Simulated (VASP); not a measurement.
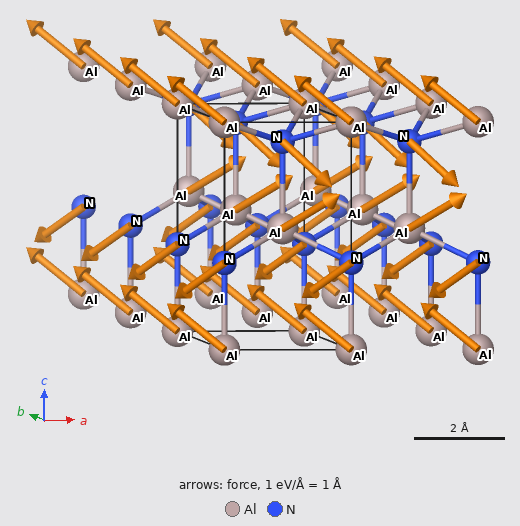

Starting geometry of solid AlN (a generated structure, set up in Cmc2_1) with the computed forces as orange arrows. The picture is a ball-and-stick view of the cell of the calculation, repeated 2 × 3 × 1 with one cell outlined, seen slightly off an axis.

The run lets cell and atoms move.

Method: VASP 6.6.1, Kohn-Sham DFT of a periodic cell, PBEsol, VASP PAW PBE potentials, recommended.

The input:
```
ALGO = Fast
EDIFF = 1E-7
EDIFFG = -0.01
ENCUT = 600
GGA = PS
IBRION = 2
ISIF = 8
ISMEAR = 0
LASPH = True
LCHARG = False
LREAL = False
LWAVE = False
NELM = 60
NSW = 70
PREC = Accurate
PSTRESS = 100.0
SIGMA = 0.01
```

Command:
```bash
cat potpaw_PBE.64/Al/POTCAR potpaw_PBE.64/N/POTCAR > POTCAR
mpirun -np 1 vasp_std > vasp.out
```

Question: What follows when this structure is relaxed?

Answer: It isn't relaxed: the largest force vector, on Al atoms, is 1.80 eV/Å. The atoms end up moving mostly along the starting forces (cosine between the two patterns 0.91). The energy falls by 92.0 meV per atom in 13 geometry steps. The largest force component goes from 1.5 to 0.0024 eV/Å. Pressure: 16.90 GPa at the start and 10.02 GPa at the end. The largest moves relative to the cell, 0.12 Å, are those of Al atoms. By element the largest moves are Al 0.12 Å, N 0.05 Å. Cell: a = b 2.834 → 2.858 Å (+0.9 %), c 5.149 → 5.193 Å (+0.9 %). Volume +2.6 %. Among the contacts that change: Al–N 1.940 → 1.847 Å, Al–N 1.788 → 1.872 Å, Al–N 1.967 → 1.916 Å. Among the angles between lasting bonds that change: N–Al–N 128.2° → 120.2°, Al–N–Al 128.2° → 120.2°, N–Al–N 108.2° → 114.0°. The space group stays Cmc2_1 (No. 36).
